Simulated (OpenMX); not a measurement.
## A series of single points on P

System: P (2 atoms in the cell).
Method: Kohn-Sham DFT of a periodic cell, PBE, OpenMX 2013 PBE set, no spin polarisation (OpenMX 3.8.5).

The 7 runs differ only in the geometry, by an even scaling of the cell at fixed fractional positions. The structure derives from a Materials Project entry.

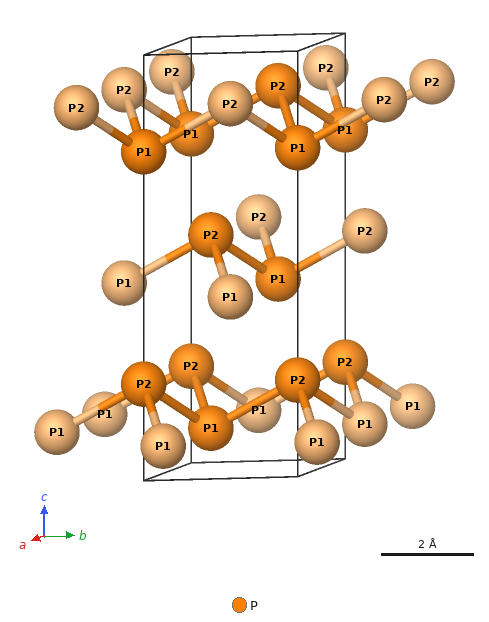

Figure 1. The structure of run 4 (ball-and-stick view of the cell 3 times as large as that of the calculation, set on its symmetry axes, seen slightly off an axis; neighbours outside the cell are drawn fainter; atoms are numbered from 1 in the order of the input).

## Input of run 4
```
System.CurrrentDirectory             ./
System.Name                          P
DATA.PATH                            ./DFT_DATA13
level.of.stdout                      1
level.of.fileout                     0
Species.Number                       1
<Definition.of.Atomic.Species
  P   P7.0-s2p2d1f1          P_PBE13
Definition.of.Atomic.Species>

Atoms.Number                         2
Atoms.SpeciesAndCoordinates.Unit     FRAC
<Atoms.SpeciesAndCoordinates
    1  P     0.7729197500    0.7729197500    0.7729197500   2.500  2.500
    2  P     0.2270802500    0.2270802500    0.2270802500   2.500  2.500
Atoms.SpeciesAndCoordinates>

Atoms.UnitVectors.Unit               Ang
<Atoms.UnitVectors
     1.7257251780    0.9963478961    3.1296800121
    -1.7257251780    0.9963478961    3.1296800121
     0.0000000000   -1.9926957921    3.1296800121
Atoms.UnitVectors>

scf.XcType                           GGA-PBE
scf.SpinPolarization                 off
scf.ElectronicTemperature            580.226
scf.energycutoff                     300.0
scf.maxIter                          100
scf.EigenvalueSolver                 band
scf.Kgrid                            9 9 9
scf.Mixing.Type                      rmm-diisk
scf.Init.Mixing.Weight               0.05
scf.Min.Mixing.Weight                0.001
scf.Max.Mixing.Weight                0.3
scf.Mixing.History                   25
scf.Mixing.StartPulay                8
scf.criterion                        1.0e-8
scf.stress.tensor                    on
MD.Type                              nomd
```

Command:
```bash
openmx P.dat -nt 1 > P.std
```

Lattice vectors (Å) and fractional positions of run 4:
```
   1.725725    0.996348    3.129680
  -1.725725    0.996348    3.129680
   0.000000   -1.992696    3.129680
P   0.772920  0.772920  0.772920
P   0.227080  0.227080  0.227080
```

Run 6 has the same physical settings and fractional positions; its lattice vectors (Å) are:
```
   1.748435    1.009459    3.170865
  -1.748435    1.009459    3.170865
   0.000000   -2.018918    3.170865
```

## Results, with one run withheld

```tsv
run	volume per atom (Å³)	free energy per atom, from the lowest run given (meV)
1	15.175	40.60
2	15.498	24.28
3	15.821	12.48
4	16.144	4.54
5	16.467	0.00
6	16.789	?
7	17.112	0.95
```

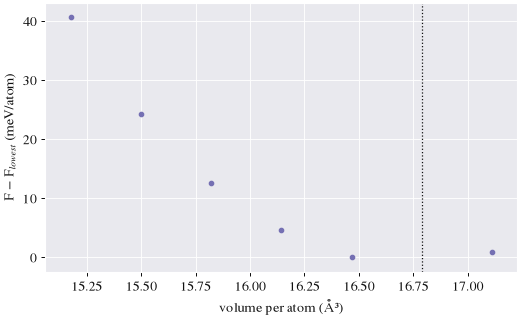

Figure 2. Free energy per atom of the runs given; the dotted line marks run 6.

Fit the runs given and predict run 6.

A cubic polynomial in V^(−2/3) (the Birch–Murnaghan form), fitted to the 6 runs given, misses them by at most 0.08 meV per atom. With x = V^(−2/3) − 0.15739 Å⁻², it reads F = 7.1916 + 3587.1 x + 3.8776e+05 x² − 6.7006e+05 x³ (meV per atom). At run 6 it gives −1.00 meV per atom, and the run itself gives −1.15. The fit has its minimum at 16.739 Å³ per atom, where V d²F/dV² gives 78.9 GPa. Cell shape and fractional positions are held, so this is the stiffness under even scaling; the relaxed bulk modulus wasn't computed.

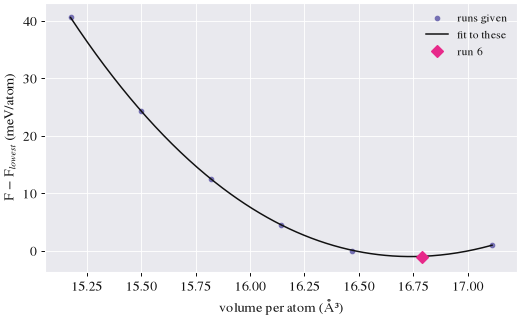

Figure 3. The fit and the withheld run.

## Some lines of the output (run 6)
```
[...]
  Cell_Volume =    226.601967690729 (Bohr^3)
        Total energy (Hartree) at MD = 1
   kloop=0
   kloop=1
   kloop=364
```

Notes: With a small basis of atomic orbitals these values can differ much from converged plane-wave results.
